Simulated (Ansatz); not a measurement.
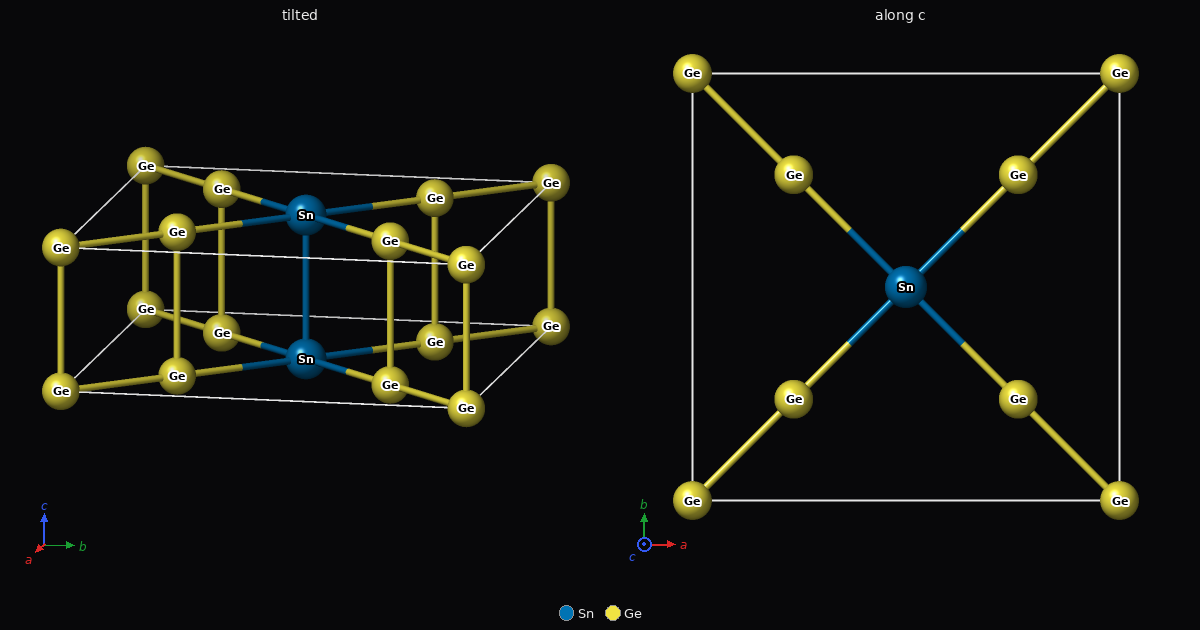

The figure gives a ball-and-stick picture of the atoms, viewed slightly off an axis and along the c axis. The conventional unit cell is outlined; an atom on or near a face, edge or corner is repeated at each equivalent position. Cell: a = 7.73 Å, b = 7.73 Å, c = 2.74 Å, α = 90.00°, β = 90.00°, γ = 90.00°.

The initial geometry was a random cell made by a generator, so it need not be a real form of the compound. Earlier steps of the study may have refined or changed the cell and positions. It went into a calculation with Ansatz.

Q: Notes on the structure:

A: Formula: SnGe₅. It belongs to space group P4/mmm (No. 123) and has a primitive tetragonal lattice. The cell holds 6 atoms (1 Sn, 5 Ge), Z = 1. Sn is surrounded by four Ge and two Sn in an octahedral arrangement (about 2.9 Å to Ge, 2.7 Å to Sn). Ge takes two kinds of site: 4j with three Ge and one Sn in a distorted square planar arrangement (about 2.6 to 2.7 Å to Ge, 2.9 Å to Sn); 1a with six Ge in an octahedral arrangement at about 2.6 to 2.7 Å. The bonds build a three-dimensional framework.

The calculation used DFT PBE, scalar-relativistic, plane waves, PAW in Ansatz 0.2.0, with wavefunction cutoff 420 eV, k-point mesh 6×6×14, Gaussian smearing of 0.1 eV, no spin polarisation.

Q: Is the electronic structure metallic or gapped?

A: A metal: bands cross the Fermi level.

Q: State the Bader charges by element.

A: Sn +0.18 e; Ge -0.08 to -0.03 e.

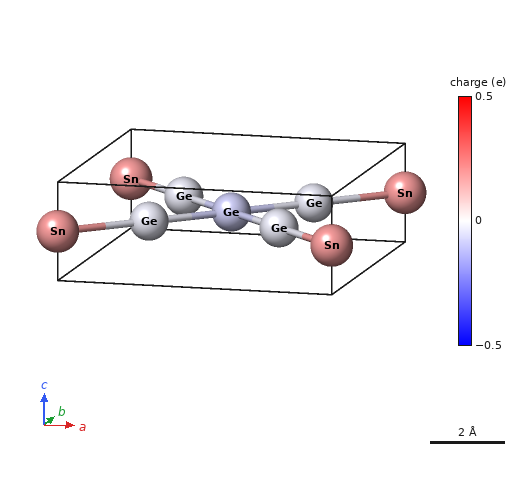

The atoms coloured by those charges. The run's cell of 6 atoms is drawn, so axes and origin can differ from the first picture.

Q: Does the calculation find this structure at rest?

A: Yes. All forces vanish to within 0.01 eV/Å. The pressure is 0.0 GPa, close to zero.
